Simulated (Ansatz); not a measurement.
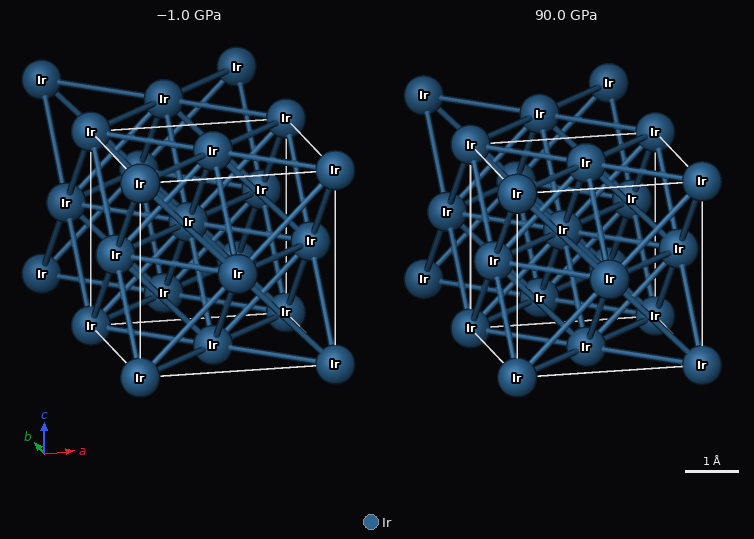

Crystalline Ir (set up in Fm-3m), relaxed (cell and atoms) at several target pressures. The picture shows the first and the last member. A ball-and-stick model of the conventional cell (4 times the calculation's cell), repeated 1 × 2 × 1 with one cell outlined, seen slightly off an axis. Lengths and directions refer to the drawn axes.

Computed with Ansatz 0.2.0: DFT r2SCAN, scalar-relativistic, plane waves, PAW. Settings: plane-wave cutoff 500 eV; k-point mesh 18 × 18 × 18 at −1.0 to 50.0, 20 × 20 × 20 at 90.0 GPa; occupations gaussian; smearing width 0.1 eV; no spin polarisation; cell and atoms relaxed; force threshold 0.008 eV/Å.

```csv
pressure (GPa),volume (Å³/atom),a (Å)
−1.0,14.243,3.848
0.0,14.202,3.844
1.0,14.167,3.841
4.0,14.055,3.831
12.0,13.789,3.807
25.0,13.411,3.771
50.0,?,?
90.0,12.103,3.645
```

> Fill in the missing row.

Murnaghan's form V = V₀(1 + B′P/B₀)^(−1/B′), with V₀ = 14.202 Å³ from the row at zero pressure, fits the other rows with B₀ = 380 GPa and B′ = 4.62 (largest miss 0.003 Å³). At 50.0 GPa it gives 14.202 × (1 + 4.62 × 50.0/380)^(−1/4.62) = 12.815 Å³ per atom. The calculation gives 12.819 Å³/atom (a = 3.715 Å). The estimate is 0.004 Å³/atom too low. From the first member to the last: Ir–Ir 2.721 → 2.577 Å.

The whole series:

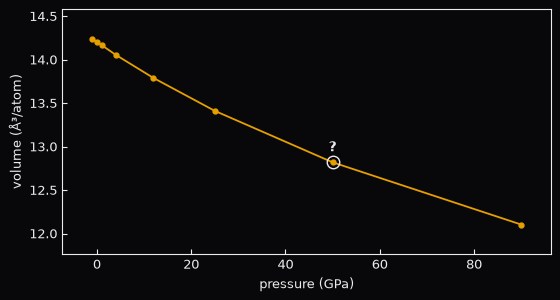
